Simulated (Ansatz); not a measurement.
# Run report: Si$_{7}$O$_{16}$ (charge +1), geometry relaxation (part 2 of 2)

Continued. System: Si$_{7}$O$_{16}$ (defect cell, 23 atoms in the cell, total charge +1). Method: DFT PBE, scalar-relativistic, plane waves, PAW, spin-polarised (Ansatz 0.2.0); cutoff 420 eV, 2×2×2 k-mesh, Gaussian smearing of 0.01 eV, collinear spins. The structure derives from a Materials Project entry. It belongs to a series of runs on one base structure; here: Si vacancy (site a), charge +1, atoms relaxed at the host's cell, started again with a moment of 1 μB.

Geometry of the input (Å; fractional positions):
```
-5.0833  -5.0833  0.0000
-5.0833  5.0833  0.0000
5.0833  0.0000  -7.0989
Si 0.0250  0.7533  0.5030
Si 0.6057  0.8672  0.2587
Si 0.1353  0.3324  0.2584
Si 0.8538  0.6324  0.7352
Si 0.3848  0.1617  0.7485
Si 0.2141  0.4974  1.0016
Si 0.7217  0.9925  0.9980
O  0.4873  0.2685  0.6516
O  -0.0111  0.7457  0.6738
O  0.9548  0.1275  0.1584
O  0.3905  0.7053  0.1685
O  0.3627  0.2781  0.3864
O  0.8110  0.7826  0.3542
O  -0.0009  0.5553  0.8859
O  0.5832  0.1331  0.9077
O  0.2886  0.3512  0.8470
O  0.7243  0.7872  0.8247
O  0.6977  0.4400  0.5136
O  0.2135  0.9492  0.5940
O  0.6092  0.9216  0.0984
O  0.1672  0.3636  0.0971
O  0.6287  0.0855  0.4509
O  0.0866  0.5382  0.3941
```

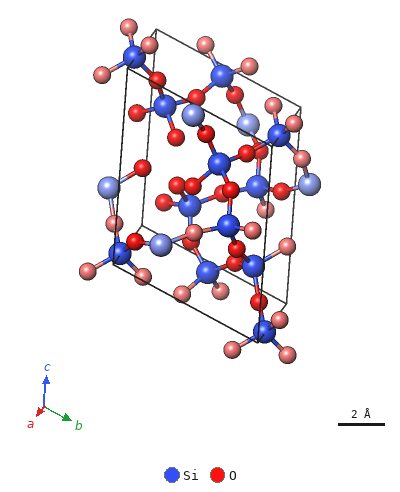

The geometry at step 2 of the log (ball-and-stick view of the cell of the calculation, seen slightly off an axis; neighbours outside the cell are drawn fainter).

## Output, continued
```
--- Band table (eV; the first three rows and the last of 16) ---
  k-point 0 ↑: bands = ["-19.1061", "-18.4050", "-18.3179", "-18.2666", "-18.2342", "-18.2135", "-17.9638", "-17.3279", "-17.2712", "-17.2328", "-17.1890", "-17.1431", "-17.1226", "-17.1075", "-17.0688", "-16.8111", "-9.1367", "-7.5338", "-7.3022", "-7.0714", "-7.0162", "-7.0031", "-5.6091", "-5.4249", "-5.3822", "-5.1819", "-5.1024", "-4.9951", "-4.7552", "-3.6797", "-3.3885", "-3.0275", "-2.9136", "-2.7968", "-2.7358", "-2.6774", "-2.5980", "-2.5269", "-2.4522", "-2.2746", "-2.1465", "-2.0670", "-2.0308", "-1.9361", "-1.9034", "-1.8183", "-1.5115", "-1.4541", "-1.3845", "-1.3683", "-1.2811", "-1.2468", "-1.2307", "-1.0943", "-0.9231", "-0.8215", "-0.7227", "-0.6468", "-0.5314", "-0.4607", "-0.4120", "-0.1046", "-0.0496", "0.0438", "5.8747", "8.8330", "8.8654", "8.9222", "8.9859", "9.1578", "9.3137", "9.3549", "9.4563", "9.5314", "9.5643", "9.6233", "9.6931", "10.1035", "10.3279", "10.5807", "10.6338", "10.9488", "11.0114", "11.1438", "11.2783"]
  k-point 1 ↑: bands = ["-18.8935", "-18.8676", "-18.3428", "-18.2706", "-18.2313", "-18.0650", "-17.5752", "-17.5164", "-17.2684", "-17.2434", "-17.1921", "-17.1550", "-17.1202", "-17.1136", "-17.0710", "-16.8632", "-8.6801", "-8.4359", "-7.3194", "-7.0617", "-7.0191", "-6.3491", "-5.8943", "-5.3187", "-5.2953", "-5.2252", "-5.1954", "-4.9521", "-4.7350", "-3.7665", "-3.4731", "-2.9561", "-2.8856", "-2.6351", "-2.6005", "-2.5772", "-2.5447", "-2.4591", "-2.2987", "-2.2676", "-2.1981", "-2.1509", "-2.0660", "-2.0174", "-1.8984", "-1.8832", "-1.7358", "-1.6315", "-1.5675", "-1.5122", "-1.4059", "-1.1996", "-1.1392", "-1.0762", "-0.8540", "-0.7515", "-0.6131", "-0.4467", "-0.4163", "-0.3508", "-0.3138", "-0.2855", "-0.1687", "-0.1152", "6.9073", "7.0995", "8.5812", "8.5980", "8.8442", "8.9395", "9.2429", "9.4991", "9.5322", "9.7630", "9.9930", "10.1134", "10.2352", "10.5260", "10.6509", "10.8254", "10.8980", "10.9693", "11.0774", "11.2039", "11.4042"]
  k-point 2 ↑: bands = ["-18.8886", "-18.7959", "-18.5063", "-18.4309", "-18.0490", "-17.9165", "-17.6081", "-17.5007", "-17.3163", "-17.2487", "-17.2137", "-17.1579", "-17.1413", "-17.1161", "-17.0922", "-16.8081", "-8.6409", "-8.2891", "-7.8618", "-7.0984", "-6.5631", "-6.2087", "-5.8579", "-5.4844", "-5.3254", "-5.2066", "-5.1592", "-5.0800", "-4.6976", "-3.7713", "-3.4755", "-3.1686", "-2.9109", "-2.8432", "-2.6620", "-2.5427", "-2.4852", "-2.4545", "-2.3720", "-2.3571", "-2.1091", "-2.0777", "-1.9966", "-1.9263", "-1.8044", "-1.7194", "-1.6361", "-1.5616", "-1.4243", "-1.3929", "-1.3409", "-1.2695", "-1.1396", "-1.0598", "-0.9062", "-0.8051", "-0.6445", "-0.6298", "-0.4801", "-0.4072", "-0.3382", "-0.3010", "-0.1710", "-0.0975", "6.9906", "7.3727", "8.2987", "8.7248", "8.9823", "9.2480", "9.3105", "9.4206", "9.5734", "9.6210", "9.6874", "9.8226", "9.8470", "9.9378", "10.4087", "10.6680", "10.8491", "10.8793", "10.9204", "11.1190", "11.2924"]
  k-point 7 ↓: bands = ["-18.6316", "-18.6181", "-18.5863", "-18.1013", "-17.6320", "-17.6126", "-17.6106", "-17.1866", "-17.1777", "-17.1495", "-17.0661", "-17.0578", "-16.3080", "-15.6230", "-15.5399", "-15.2658", "-8.3175", "-8.2436", "-8.1794", "-7.0674", "-6.0248", "-5.9982", "-5.9432", "-5.3422", "-5.3127", "-5.1799", "-5.1690", "-5.1361", "-3.7413", "-3.1246", "-2.8893", "-2.7582", "-2.5526", "-2.5117", "-2.4177", "-2.2170", "-2.1854", "-2.0509", "-1.9861", "-1.8700", "-1.7608", "-1.6714", "-1.6405", "-1.4500", "-1.3785", "-1.3723", "-1.2882", "-1.1992", "-1.0935", "-1.0237", "-0.8918", "-0.7557", "-0.5538", "-0.4961", "-0.3894", "-0.2844", "-0.0557", "-0.0360", "0.0807", "0.8731", "0.9815", "1.1816", "1.4519", "1.5550", "7.6744", "7.7531", "7.9519", "8.3487", "9.0799", "9.1841", "9.3586", "9.4953", "9.5221", "9.6434", "9.8323", "9.9296", "10.1929", "10.2837", "10.3400", "10.4501", "10.5791", "10.7091", "10.9468", "11.2991", "11.7120"]
--- Relaxed structure (2 steps of the walk, 2 accepted, 0 SCFs on fresh bases) ---
  F+E_penalty+E_count = -13541.85876173 eV   max|allowed force component| = 1.284e-2 eV/Å
  atoms:
    - { symbol: Si, position: [0.02495109819999991, 0.7533279628, 0.5029705975] }
    - { symbol: Si, position: [0.6056843041000001, 0.8672190699000001, 0.2586796303000001] }
    - { symbol: Si, position: [0.13531458600000001, 0.332425981, 0.2583914779] }
    - { symbol: Si, position: [0.8538047457, 0.6324216598000001, 0.7351910773000001] }
    - { symbol: Si, position: [0.384795005, 0.16172672530000004, 0.7484531217] }
    - { symbol: Si, position: [0.2140869848999999, 0.49738675239999997, 1.001590182] }
    - { symbol: Si, position: [0.7217461769, 0.9924978305999999, 0.9979942996000001] }
    - { symbol: O, position: [0.4872948812, 0.26847812680000005, 0.6516087010000001] }
    - { symbol: O, position: [-0.011105773099999938, 0.7456870474000001, 0.6737925146000001] }
    - { symbol: O, position: [0.9548246612000001, 0.1274816458000001, 0.15836470300000002] }
    - { symbol: O, position: [0.3904623694, 0.7052956547000001, 0.1685408924] }
    - { symbol: O, position: [0.3626805416, 0.2780896744, 0.3864188081] }
    - { symbol: O, position: [0.8110245121999999, 0.7826293391999999, 0.354169528] }
    - { symbol: O, position: [-0.0008814308999999798, 0.5553195532, 0.8858791549000001] }
    - { symbol: O, position: [0.5831808774, 0.13306887869999995, 0.90767921] }
    - { symbol: O, position: [0.28864453770000004, 0.35121543860000004, 0.8469502099000001] }
    - { symbol: O, position: [0.7242685613000002, 0.7871656526000002, 0.8247439096000001] }
    - { symbol: O, position: [0.6976753217000001, 0.43997539920000006, 0.5135502462000001] }
    - { symbol: O, position: [0.21348356610000002, 0.9491551980999999, 0.594008736] }
    - { symbol: O, position: [0.6091738989000001, 0.9215744202000001, 0.09842333460000001] }
    - { symbol: O, position: [0.16718257449999996, 0.3635924801, 0.09714349890000001] }
    - { symbol: O, position: [0.6286555994, 0.08550585360000004, 0.4509009326000001] }
    - { symbol: O, position: [0.08660447799999996, 0.5382317095, 0.3940946251] }
--- Löwdin populations: 23 sites ---
  site symbol       q [e]    m [muB]
     0     Si      2.1573    -0.0060
     1     Si      2.1760    -0.0218
     2     Si      2.1793    -0.0085
     3     Si      2.1792    -0.0252
     4     Si      2.1742    -0.0201
     5     Si      2.1555    -0.0015
     6     Si      2.1591    -0.0012
     7      O      6.2817     1.1310
     8      O      6.7346     0.1295
     9      O      6.7654     0.0343
    10      O      6.7664     0.0231
    11      O      6.3055     1.0881
    12      O      6.7416     0.1080
    13      O      6.7632     0.0283
    14      O      6.7618     0.0493
    15      O      6.7559     0.0738
    16      O      6.7664     0.0204
    17      O      6.2883     1.1216
    18      O      6.7674     0.0203
    19      O      6.7651     0.0344
    20      O      6.7625     0.0525
    21      O      6.2877     1.1271
    22      O      6.7664     0.0347
  spilling = 0.012515 (of n_electrons = 123.000000)
```

## File populations.tsv
```
# site	symbol	l	j	q_up	q_dn
# orbitals = lowdin
# n_electrons = 123.000000
# spilling = 0.012515
0	Si	0_3S	-	0.339951	0.341695
0	Si	1_3P	-	0.735682	0.739983
1	Si	0_3S	-	0.344545	0.350180
1	Si	1_3P	-	0.732565	0.748724
2	Si	0_3S	-	0.347262	0.349021
2	Si	1_3P	-	0.738164	0.744858
3	Si	0_3S	-	0.345970	0.353737
3	Si	1_3P	-	0.731007	0.748452
4	Si	0_3S	-	0.343875	0.349790
4	Si	1_3P	-	0.733189	0.747348
5	Si	0_3S	-	0.340718	0.341348
5	Si	1_3P	-	0.736294	0.737127
6	Si	0_3S	-	0.342176	0.342626
6	Si	1_3P	-	0.736739	0.737510
7	O	0_2S	-	0.922747	0.902457
7	O	1_2P	-	2.783597	1.672900
8	O	0_2S	-	0.808444	0.806931
8	O	1_2P	-	2.623615	2.495603
9	O	0_2S	-	0.801071	0.798652
9	O	1_2P	-	2.598761	2.566919
10	O	0_2S	-	0.798582	0.798074
10	O	1_2P	-	2.596171	2.573612
11	O	0_2S	-	0.924402	0.888570
11	O	1_2P	-	2.772411	1.720106
12	O	0_2S	-	0.801031	0.799054
12	O	1_2P	-	2.623761	2.517777
13	O	0_2S	-	0.797316	0.797118
13	O	1_2P	-	2.598437	2.570372
14	O	0_2S	-	0.800550	0.798377
14	O	1_2P	-	2.605000	2.557895
15	O	0_2S	-	0.799909	0.796075
15	O	1_2P	-	2.614986	2.544971
16	O	0_2S	-	0.799137	0.798829
16	O	1_2P	-	2.594276	2.574151
17	O	0_2S	-	0.923954	0.908202
17	O	1_2P	-	2.781026	1.675166
18	O	0_2S	-	0.795107	0.795372
18	O	1_2P	-	2.598737	2.578199
19	O	0_2S	-	0.797720	0.797268
19	O	1_2P	-	2.602067	2.568085
20	O	0_2S	-	0.799085	0.796714
20	O	1_2P	-	2.608405	2.558261
21	O	0_2S	-	0.923720	0.901486
21	O	1_2P	-	2.783682	1.678859
22	O	0_2S	-	0.793471	0.792644
22	O	1_2P	-	2.607073	2.573168
```

## Trajectory as extended XYZ (Å, eV, eV/Å), 2 frames, from step=1 to step=2
```
23
Lattice="-5.0833 -5.0833 0.0000 -5.0833 5.0833 0.0000 5.0833 0.0000 -7.0989" Properties=species:S:1:pos:R:3:forces:R:3 step=1 energy=-13541.85876
Si   -1.3995    3.7025   -3.5705    0.0049   0.0085   0.0041
Si   -6.1722    1.3295   -1.8363   -0.0107  -0.0112   0.0100
Si   -1.0642    1.0020   -1.8343   -0.0004  -0.0030  -0.0073
Si   -3.8177   -1.1254   -5.2190    0.0050  -0.0007  -0.0042
Si    1.0265   -1.1339   -5.3132    0.0112  -0.0070  -0.0101
Si    1.4747    1.4401   -7.1102    0.0039  -0.0049   0.0128
Si   -3.6409    1.3763   -7.0847    0.0017   0.0102   0.0020
O    -0.5295   -1.1123   -4.6257   -0.0095   0.0040   0.0014
O    -0.3090    3.8470   -4.7832    0.0002  -0.0027  -0.0009
O    -4.6966   -4.2056   -1.1242   -0.0024  -0.0027   0.0014
O    -4.7133    1.6004   -1.1965   -0.0124  -0.0001  -0.0074
O    -1.2929   -0.4300   -2.7431    0.0039   0.0050  -0.0021
O    -6.3006   -0.1443   -2.5142    0.0026   0.0095   0.0030
O     1.6848    2.8273   -6.2888   -0.0003  -0.0001   0.0000
O     0.9731   -2.2880   -6.4435   -0.0014   0.0080   0.0076
O     1.0527    0.3181   -6.0124   -0.0045  -0.0045   0.0029
O    -3.4906    0.3197   -5.8548    0.0009  -0.0013   0.0060
O    -3.1725   -1.3100   -3.6456    0.0026  -0.0021   0.0008
O    -2.8905    3.7396   -4.2168   -0.0108   0.0056  -0.0086
O    -7.2809    1.5880   -0.6987    0.0101  -0.0014  -0.0113
O    -2.2043    0.9984   -0.6896    0.0079  -0.0020  -0.0038
O    -1.3382   -2.7610   -3.2009   -0.0040   0.0023  -0.0020
O    -1.1729    2.2957   -2.7976    0.0015  -0.0097   0.0065
23
Lattice="-5.0833 -5.0833 0.0000 -5.0833 5.0833 0.0000 5.0833 0.0000 -7.0989" Properties=species:S:1:pos:R:3:forces:R:3 step=2 energy=-13541.85876
Si   -1.3995    3.7025   -3.5705    0.0052   0.0082   0.0036
Si   -6.1722    1.3295   -1.8363   -0.0104  -0.0116   0.0100
Si   -1.0642    1.0020   -1.8343   -0.0009  -0.0031  -0.0086
Si   -3.8177   -1.1254   -5.2190    0.0036  -0.0009  -0.0047
Si    1.0265   -1.1339   -5.3132    0.0120  -0.0067  -0.0100
Si    1.4747    1.4401   -7.1102    0.0036  -0.0049   0.0128
Si   -3.6409    1.3763   -7.0847    0.0019   0.0100   0.0021
O    -0.5295   -1.1123   -4.6257   -0.0103   0.0037   0.0014
O    -0.3090    3.8470   -4.7832    0.0002  -0.0025  -0.0006
O    -4.6966   -4.2056   -1.1242   -0.0026  -0.0029   0.0011
O    -4.7133    1.6004   -1.1965   -0.0124  -0.0002  -0.0071
O    -1.2929   -0.4300   -2.7431    0.0043   0.0056  -0.0008
O    -6.3006   -0.1443   -2.5142    0.0029   0.0097   0.0030
O     1.6848    2.8273   -6.2888   -0.0002   0.0001   0.0001
O     0.9731   -2.2880   -6.4435   -0.0015   0.0079   0.0074
O     1.0527    0.3181   -6.0124   -0.0044  -0.0046   0.0029
O    -3.4906    0.3197   -5.8548    0.0009  -0.0012   0.0058
O    -3.1725   -1.3100   -3.6456    0.0032  -0.0021   0.0014
O    -2.8905    3.7396   -4.2168   -0.0108   0.0056  -0.0087
O    -7.2809    1.5880   -0.6987    0.0103  -0.0013  -0.0115
O    -2.2043    0.9984   -0.6896    0.0081  -0.0020  -0.0039
O    -1.3382   -2.7610   -3.2009   -0.0040   0.0026  -0.0024
O    -1.1729    2.2957   -2.7976    0.0015  -0.0095   0.0066
```

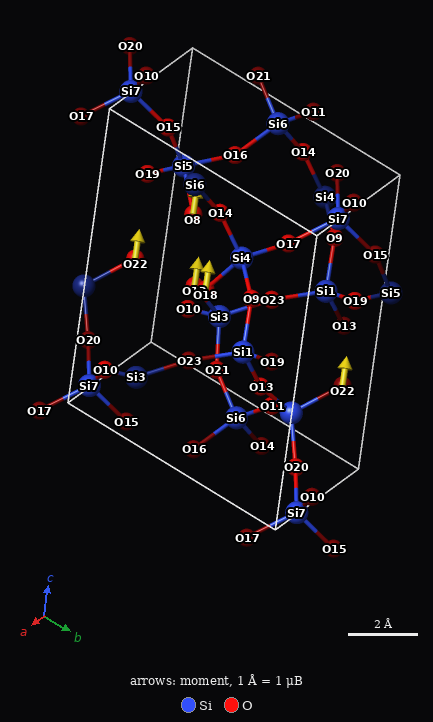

Magnetic moments of the sites as yellow arrows (ball-and-stick view of the cell of the calculation, seen slightly off an axis; neighbours outside the cell are drawn fainter; atoms are numbered from 1 in the order of the input); small moments hardly show. The run is collinear, so the axis drawn is arbitrary. Site moments: O8, O18, O22 (0.88 μB); O12 (0.87 μB); O9 (0.10 μB); O13 (0.08 μB); O16 (0.06 μB). They are counted near the atoms and needn't add up to the moment of the cell.

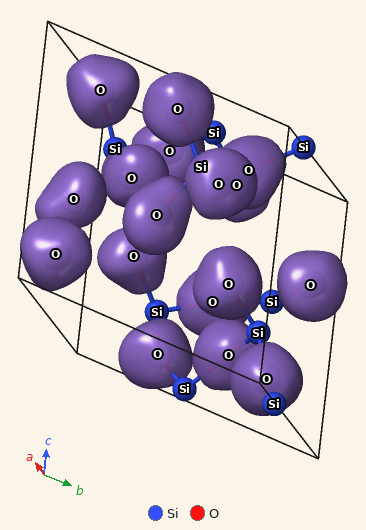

Isosurface of the ELF at 0.7 (purple), seen at an oblique angle. Core shells and regions of very low density are left out. Sticks mark near contacts. The outline is the calculation cell. Along the contacts the grid gives the following. Si–O (1.70 Å): the ELF peaks at about 0.90 between the atoms, which marks a polar covalent bond. Core electrons are frozen (PAW), so the fields are smoothed inside the atomic spheres.

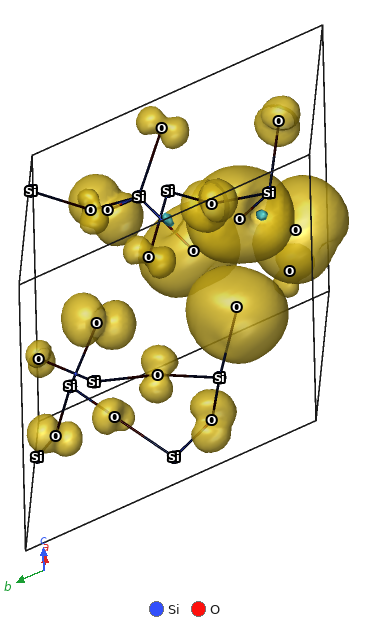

Isosurfaces of the spin density (up minus down) at +0.02 (yellow) and −0.02 e/Å³ (cyan), seen at an oblique angle. Sticks mark near contacts. The outline is the calculation cell. The cell of the calculation (23 atoms) carries 5.0 μB net.

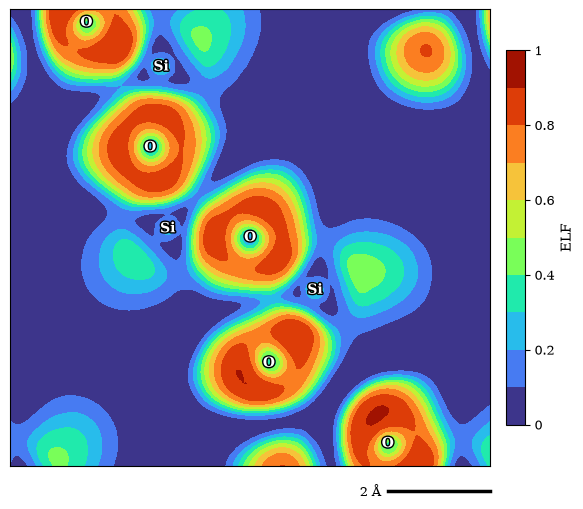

Electron localisation function on the (11̄0) plane of the calculation cell. Si–O (1.70 Å): the ELF peaks at about 0.90 between the atoms, which marks a polar covalent bond.

## Key numbers

| quantity | value |
| --- | --- |
| outcome | converged |
| electrons treated | 123 |
| free energy | −13541.8588 eV |
| Fermi energy | 0.429 eV |
| gap on the k-point mesh | 0.70 eV |
| net moment of the cell | 5.00 μB |
| integrated absolute moment | 5.15 μB |
| final volume | 366.87 Å³ |
| largest force (length of the vector) at the end | 0.019 eV/Å |
| hardware | 4 threads of Intel Xeon @ 2.50GHz (Skylake/Cascade Lake), 189 GiB of memory available, shared host |
| wall time | 40 s (CPU time 2.4 min) |
| peak memory | 1.2 GiB |

## Notes

The cell is charged and computed with a neutralising background, so its energy and pressure depend on the cell and aren't those of a real crystal.
